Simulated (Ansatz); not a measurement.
# MoSe2: geometry relaxation (part 1 of 2)

The run: geometry relaxation of MoSe2 (6 atoms in the cell). Method and program: DFT PBE, scalar-relativistic, plane waves, PAW, no spin polarisation (Ansatz 0.2.0).

The structure derives from a Materials Project entry. It belongs to a series of runs on one base structure; here: equal strain along all axes, cell held, atoms relaxed: -4.5 %.

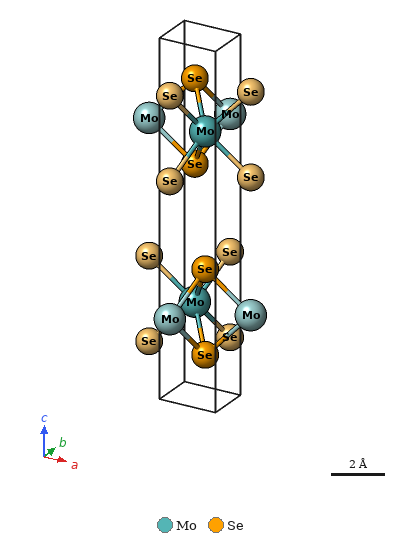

Fig. 1: The input geometry (ball-and-stick view of the cell of the calculation, seen slightly off an axis; neighbours outside the cell are drawn fainter).

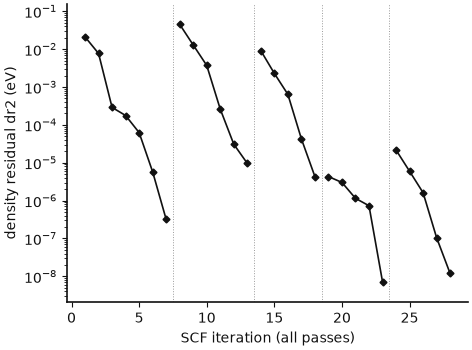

Fig. 2: Convergence of the self-consistent field: density residual dr2 against the SCF iteration. The dotted lines part the SCF passes of the relaxation: geometry steps, rejected trials and re-solves on a re-selected basis. The 5 passes take 5 to 7 iterations each, 28 in all.

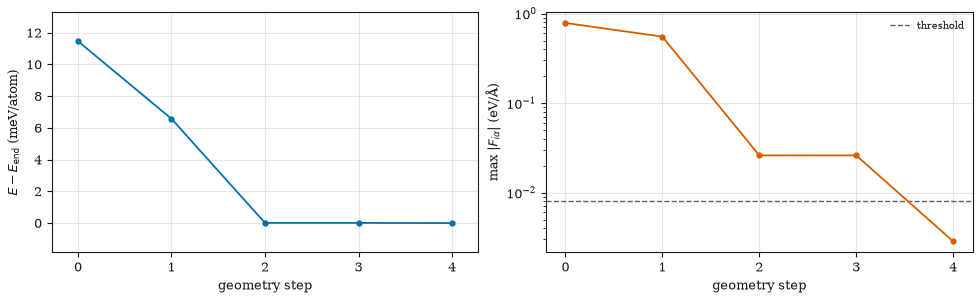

Fig. 3: Progress of the relaxation, step by step (the first geometry is step 0 here and step 1 in the log).

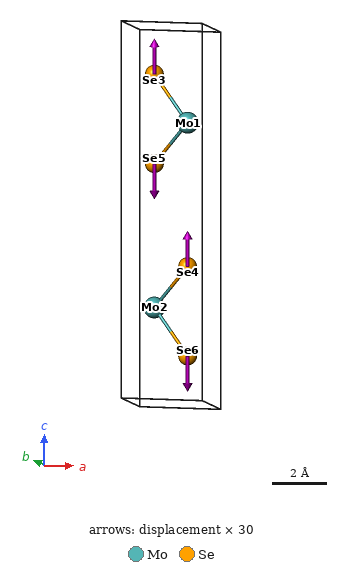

Fig. 4: The starting structure with the displacements as pink arrows, magnified 30 times (ball-and-stick view of the cell of the calculation, seen slightly off an axis). The largest moves, 0.045 Å, are those of Se3, Se4, Se5 and Se6. Mo stays in place. The lattice vectors keep their values. Among the contacts that change: Mo1–Se3 2.484 → 2.514 Å. The space group stays P6_3/mmc (No. 194). The energy falls by 11.5 meV per atom in 4 geometry steps. Largest force component: 0.78 eV/Å at the start, 0.0029 eV/Å at the end. (Atoms are counted from 1 in the order of the input.)

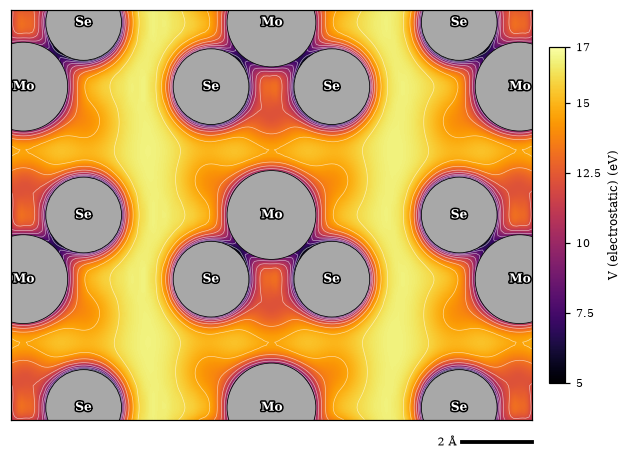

Fig. 5: Electrostatic potential (local pseudopotential plus Hartree) felt by an electron on the (110) plane of the conventional cell. Grey discs, where drawn, cover atomic cores. Atoms in the plane: Mo and Se. Outside the cores the potential energy rises away from the atoms and is highest about 2.6 Å from the nearest atoms; outside the discs it spans about 11 eV, and its zero is arbitrary. In a PAW calculation such maps are meaningful between the atoms, not at the nuclei.

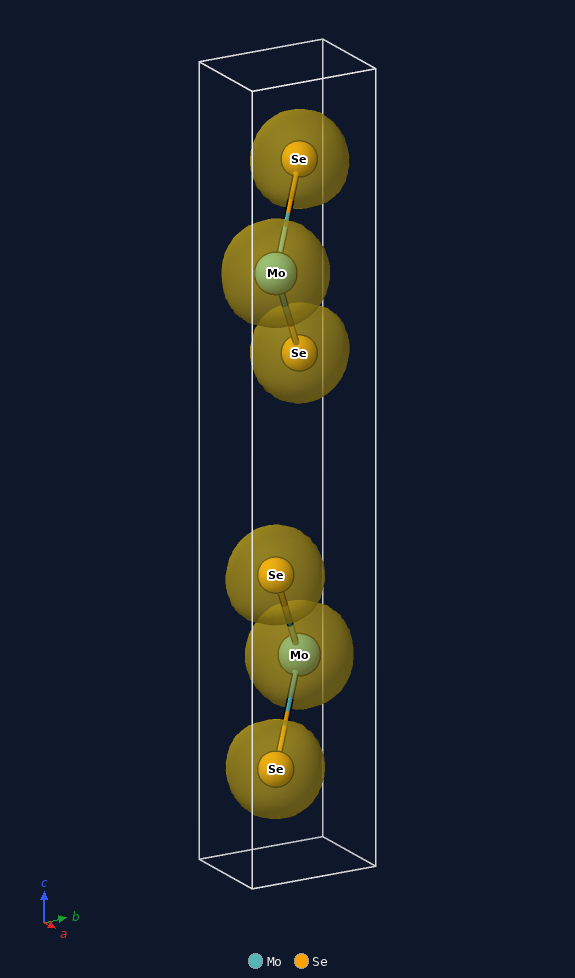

Fig. 6: Isosurface of the valence pseudo-density at 0.8 e/Å³ (yellow), seen slightly off an axis. Sticks mark near contacts. The outline is the cell set on symmetry axes. At this value the density breaks into separate islands; it holds about 75 % of the electrons treated as valence (semicore included). It is pinched off along the Mo–Se (2.51 Å) contacts. On the grid the lowest density along these lines, outside the cores, is 0.54 e/Å³ (Mo–Se, 2.51 Å).

The input that produced these results follows, with the program's output.

## Input file
```yaml
crystal:
  lattice:
    - [3.1714734718, 0.0, 0.0]
    - [-1.5857367359, 2.746576594, 0.0]
    - [0.0, 0.0, 14.1620694348]
  atoms:
    - { symbol: Mo, position: [0.6666666667, 0.3333333333, 0.75] }
    - { symbol: Mo, position: [0.3333333333, 0.6666666667, 0.25] }
    - { symbol: Se, position: [0.3333333333, 0.6666666667, 0.8684998514] }
    - { symbol: Se, position: [0.6666666667, 0.3333333333, 0.3684998514] }
    - { symbol: Se, position: [0.3333333333, 0.6666666667, 0.6315001486] }
    - { symbol: Se, position: [0.6666666667, 0.3333333333, 0.1315001486] }
basis:
  ecutwfc: 420
kpoints:
  mp_grid: { grid: [9, 9, 2] }
hamiltonian:
  xc: pbe
scf:
  occupations: { method: gaussian, width: 0.02 }
output:
  forces: true
  stress: true
  eigenvalues: true
  write_density: true
  write_potential: true
  elf: true
  volumetric_format: npy
relax:
  adjacent_minimum: "off"
  f_tol: 0.008
  max_steps: 40
```

Run as:
```bash
ansatz run input.yaml --threads 1 --pin off --max-ram 2560MiB --backend cpu --events-out ev --progress --plain --runs-dir out
```

## Output
```
Warning: output.stress: scf.convergence.dr2_threshold = 6.4e-8 eV (the default of a walk held to its f_tol) is looser than the 6e-10 eV advised for a printed stress (1e-10 eV for each atom of the cell: 6). What an SCF threshold leaves in a stress goes as its square root, and in the free energy as the threshold itself, and one threshold admits the most on a small cell: of the crystals measured, under no hybrid functional and no lock of the moments, on runs that ended without the residual-converged pass, on stresses that held no estimate of that error, the worst erred by over 100 MPa in a component at 1e-7 eV an atom and by under 5 at 1e-10. Every solve of this run answers to scf.convergence.dr2_threshold, and the tensor of one is reported: a single SCF on the reported geometry and on this run's grids (its basis.xc_grid and basis.ecutrho_ratio typed), with scf.convergence.dr2_threshold at 6e-10 eV or tighter, prints it and tightens no other solve. Else set scf.convergence.dr2_threshold to 6e-10 eV or tighter. The threshold is an SCF's pass mark: one that does not reach it within its budget of iterations ends unconverged, or closes short of it on a stop that the run arms, and scf.convergence.dr2_threshold's page says what that costs each kind of run
Engine: ansatz 0.2.0, x86_64-unknown-linux-gnu
Pseudopotentials: kind: paw
Pseudopotential: Mo, paw, valence charge 14, recommended cutoff 420 eV (normal), Mo.paw.azcp
Pseudopotential: Se, paw, valence charge 16, recommended cutoff 420 eV (normal), Se.paw.azcp
Functional definition: PBE
  parameter kappa = 0.804
  parameter beta = 0.06672455060314922
  exchange = pbe_x(kappa = kappa, mu = beta*pi^2/3)
  correlation = pbe_c(beta = beta)
Crystal: 6 atoms, lattice volume = 123.361 Å³
Basis set: ecut = 420 eV, 2411 PW (Γ), exchange–correlation on 48×48×192 points (8 copies of the dense FFT grid, shifted against one another)
Bands: 56, of which v1, the nominal top of the filled ones, is band 46 counted from 1 (45 counted from 0)
Symmetry: 24 space group operations
Space group: P63/mmc (ITA 194), of the structure as read, at distance tolerance 5.0e-5 Å
k-points: 24 of 162
Non-local potential: Mo, projectors of the file, l = 0: 3, l = 1: 2, l = 2: 2, l = 3: 1
Non-local potential: Se, projectors of the file, l = 0: 2, l = 1: 2, l = 2: 3, l = 3: 1
PAW form: soft (Blöchl's): semilocal exchange-correlation on the pseudo side does not see the compensation charge
PAW one-centre angular grid: Mo, 590 points (default); XC on 64 Gauss nodes
PAW one-centre angular grid: Se, 590 points (default); XC on 64 Gauss nodes
Initial density: superposition of atomic densities (neutral atoms: chi_scale 0, normalization atom), corrected by the library's trained network
Initial wavefunctions: pseudopotential atomic-orbital guess
Functional: x = pbe(κ = 0.804, μ = 0.2195149727645171), c = pbe(β = 0.06672455060314922)
SCF iter   1: F=—  HF=-31792.016943 eV  |F-HF|=—  |Δ(HF+E_count)|=         —  Δρ=5.51e-3  dr2=2.11e-2  ethr=1.77e-3  ⟨swp⟩=6.9  Hψ=4863  notcnv=0
preconditioner: auto → Resta (q_TF=auto, 2.598 Å⁻¹)  ε∞=6.0  [insulator: Δε(μ)=1.301 eV  Ē_g=8.949 eV  σ=0.020 eV  W_gap=1.00  n_scr=40 (ndim 8)  ℏωp=20.1 eV  f_vac=0.141  D(μ)=0.00/eV (n_scr^D=0)  ε∞_Penn≈6.0]
SCF iter   2: F=—  HF=-31792.023342 eV  |F-HF|=—  |Δ(HF+E_count)|=   6.40e-3  Δρ=3.15e-3  dr2=7.70e-3  ethr=2.29e-5  ⟨swp⟩=2.0  Hψ=2180  notcnv=0  defer=50
SCF iter   3: F=—  HF=-31792.026771 eV  |F-HF|=—  |Δ(HF+E_count)|=   3.43e-3  Δρ=3.60e-4  dr2=2.89e-4  ethr=8.37e-6  ⟨swp⟩=2.0  Hψ=1861  notcnv=0  defer=50
SCF iter   4: F=—  HF=-31792.026901 eV  |F-HF|=—  |Δ(HF+E_count)|=   1.30e-4  Δρ=2.27e-4  dr2=1.77e-4  ethr=3.14e-7  ⟨swp⟩=2.0  Hψ=2350  notcnv=0  defer=50
SCF iter   5: F=—  HF=-31792.026922 eV  |F-HF|=—  |Δ(HF+E_count)|=   2.17e-5  Δρ=1.65e-4  dr2=6.26e-5  ethr=1.92e-7  ⟨swp⟩=2.8  Hψ=2183  notcnv=0  defer=50
SCF iter   6: F=—  HF=-31792.026928 eV  |F-HF|=—  |Δ(HF+E_count)|=   5.68e-6  Δρ=5.07e-5  dr2=5.76e-6  ethr=6.81e-8  ⟨swp⟩=2.0  Hψ=1573  notcnv=0  defer=50
SCF iter   7: F=-31792.026934 eV  HF=-31792.026933 eV  |F-HF|=6.73e-7  |Δ(HF+E_count)|=   5.08e-6  Δρ=1.62e-5  dr2=3.19e-7  ethr=1.74e-9  ⟨swp⟩=15.2  Hψ=11957  notcnv=0
SCF 1 converged in 7 iterations: F = -31792.026934 eV  dr2 = 3.19e-7
  greatest PAW one-centre occupation: 1.000 electrons in one spin orbital (limit 2), on the Se atom at site 4 (counted from 0), in its partial waves of l = 2
relax step   1: F+E_penalty+E_count = -31792.02693388 eV  Δ(F+E_penalty+E_count) = +0.000e0 eV  max|allowed force component| = 7.849e-1 eV/Å  Δτ_max = 0.0000 Å  (7 SCF iters, dr2 threshold 1.60e-6 eV, accepted)
Initial density: handed on by an earlier stage of this run
Initial wavefunctions: those handed on with the density
iter 1 solved again at ethr=5.41e-5 eV; its pass at ethr=3.10e-3 eV (dr2=4.98e-2 eV) is discarded
SCF iter   1: F=—  HF=-31792.067769 eV  |F-HF|=—  |Δ(HF+E_count)|=         —  Δρ=6.27e-3  dr2=4.52e-2  ethr=5.41e-5  ⟨swp⟩=1.9  Hψ=4329  notcnv=0  defer=48
preconditioner: auto → Resta (q_TF=auto, 2.598 Å⁻¹)  ε∞=6.4  [insulator: Δε(μ)=0.996 eV  Ē_g=8.658 eV  σ=0.020 eV  W_gap=1.00  n_scr=40 (ndim 8)  ℏωp=20.1 eV  f_vac=0.113  D(μ)=0.00/eV (n_scr^D=0)  ε∞_Penn≈6.4]
SCF iter   2: F=—  HF=-31792.058479 eV  |F-HF|=—  |Δ(HF+E_count)|=   9.29e-3  Δρ=3.02e-3  dr2=1.29e-2  ethr=4.92e-5  ⟨swp⟩=2.1  Hψ=1763  notcnv=0  defer=48
SCF iter   3: F=—  HF=-31792.056674 eV  |F-HF|=—  |Δ(HF+E_count)|=   1.80e-3  Δρ=1.59e-3  dr2=3.72e-3  ethr=1.41e-5  ⟨swp⟩=2.0  Hψ=1778  notcnv=0  defer=48
SCF iter   4: F=—  HF=-31792.056298 eV  |F-HF|=—  |Δ(HF+E_count)|=   3.76e-4  Δρ=4.14e-4  dr2=2.61e-4  ethr=4.04e-6  ⟨swp⟩=2.0  Hψ=1824  notcnv=0  defer=48
SCF iter   5: F=—  HF=-31792.056303 eV  |F-HF|=—  |Δ(HF+E_count)|=   4.63e-6  Δρ=1.17e-4  dr2=3.09e-5  ethr=4.19e-8  ⟨swp⟩=15.0  Hψ=11591  notcnv=0
SCF iter   6: F=-31792.056294 eV  HF=-31792.056294 eV  |F-HF|=8.73e-7  |Δ(HF+E_count)|=   9.45e-6  Δρ=5.22e-5  dr2=9.63e-6  ethr=3.36e-8  ⟨swp⟩=12.0  Hψ=12688  notcnv=0
SCF 2 converged in 6 iterations: F = -31792.056294 eV  dr2 = 9.63e-6
  greatest PAW one-centre occupation: 1.000 electrons in one spin orbital (limit 2), on the Se atom at site 5 (counted from 0), in its partial waves of l = 2
relax step   2: F+E_penalty+E_count = -31792.05629445 eV  Δ(F+E_penalty+E_count) = -2.936e-2 eV  max|allowed force component| = 5.523e-1 eV/Å  Δτ_max = 0.0799 Å  (6 SCF iters, dr2 threshold 3.85e-5 eV, accepted)
SCF iter   1: F=—  HF=-31792.097927 eV  |F-HF|=—  |Δ(HF+E_count)|=         —  Δρ=2.84e-3  dr2=9.12e-3  ethr=1.04e-4  ⟨swp⟩=4.3  Hψ=2764  notcnv=0  defer=48
preconditioner: auto → Resta (q_TF=auto, 2.598 Å⁻¹)  ε∞=6.2  [insulator: Δε(μ)=1.114 eV  Ē_g=8.769 eV  σ=0.020 eV  W_gap=1.00  n_scr=40 (ndim 8)  ℏωp=20.1 eV  f_vac=0.129  D(μ)=0.00/eV (n_scr^D=0)  ε∞_Penn≈6.2]
SCF iter   2: F=—  HF=-31792.096062 eV  |F-HF|=—  |Δ(HF+E_count)|=   1.86e-3  Δρ=1.37e-3  dr2=2.29e-3  ethr=9.92e-6  ⟨swp⟩=2.0  Hψ=1979  notcnv=0  defer=50
SCF iter   3: F=—  HF=-31792.095727 eV  |F-HF|=—  |Δ(HF+E_count)|=   3.35e-4  Δρ=6.86e-4  dr2=6.41e-4  ethr=2.49e-6  ⟨swp⟩=2.0  Hψ=1778  notcnv=0  defer=50
SCF iter   4: F=—  HF=-31792.095667 eV  |F-HF|=—  |Δ(HF+E_count)|=   6.01e-5  Δρ=1.69e-4  dr2=4.28e-5  ethr=6.97e-7  ⟨swp⟩=2.0  Hψ=1792  notcnv=0  defer=50
SCF iter   5: F=-31792.095662 eV  HF=-31792.095666 eV  |F-HF|=4.12e-6  |Δ(HF+E_count)|=   7.40e-7  Δρ=4.48e-5  dr2=4.32e-6  ethr=2.07e-8  ⟨swp⟩=15.5  Hψ=12915  notcnv=0
SCF 3 converged in 5 iterations: F = -31792.095662 eV  dr2 = 4.32e-6
```
